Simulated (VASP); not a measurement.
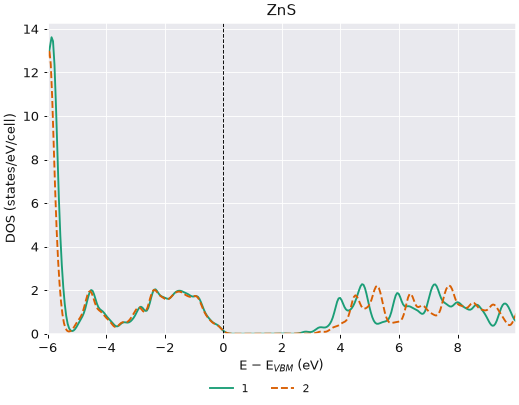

Total densities of states of ZnS, space group I-4m2, 2 atoms in the cell, zincblende type, uniaxial (z) strain +2.9%, by two methods on the same cell. The curves are built from the levels of the k mesh with Gaussians 0.3 eV wide, which also blur the band edges. Each is counted from its own valence-band top.

Which curve is which? The methods: PBE (VASP), r2SCAN (VASP).

1 is PBE (VASP); 2 is r2SCAN (VASP). PBE (VASP) gives a gap of 1.99 eV and r2SCAN (VASP) gives a gap of 2.54 eV.

Settings. PBE (VASP): DFT, PBE, plane waves, PAW, 8×8×8 k mesh, 520 eV cutoff, Fermi-Dirac smearing of 0.02 eV (VASP 6.6.1). r2SCAN (VASP): DFT, r2SCAN, plane waves, PAW, 8×8×8 k mesh, 520 eV cutoff, Gaussian smearing of 0.01 eV (VASP).
